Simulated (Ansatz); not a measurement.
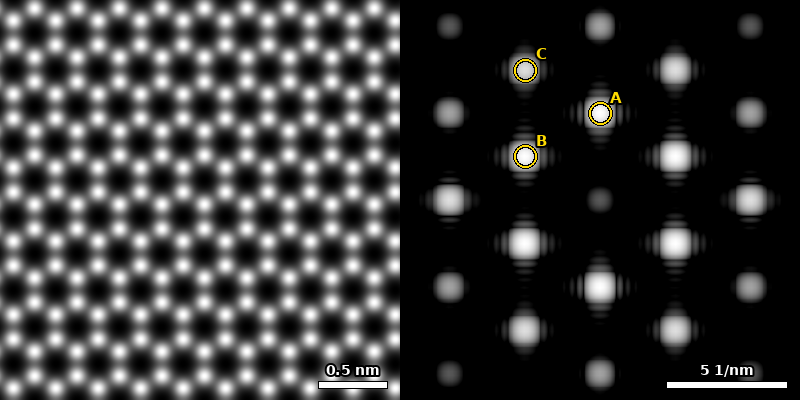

Integrated-DPC-like image of a crystal. Simulated as the projected potential of neutral atoms (B = 0.8 Å²) blurred by a 0.93 Å probe, the thin-sample limit of integrated differential phase contrast.

The right panel is the modulus of the image's Fourier transform on a logarithmic scale.

Which lattice spacings do the marked spots stand for, and what angle do A and B enclose?

A: 2.8 Å, B: 2.8 Å, C: 1.6 Å; A and B enclose about 60°.

The crystal is Zr (P6_3/mmc, No. 194) along [001]; the spots are (-1 1 0), (-1 0 0) and (-2 1 0). Model: a calculation's starting geometry.
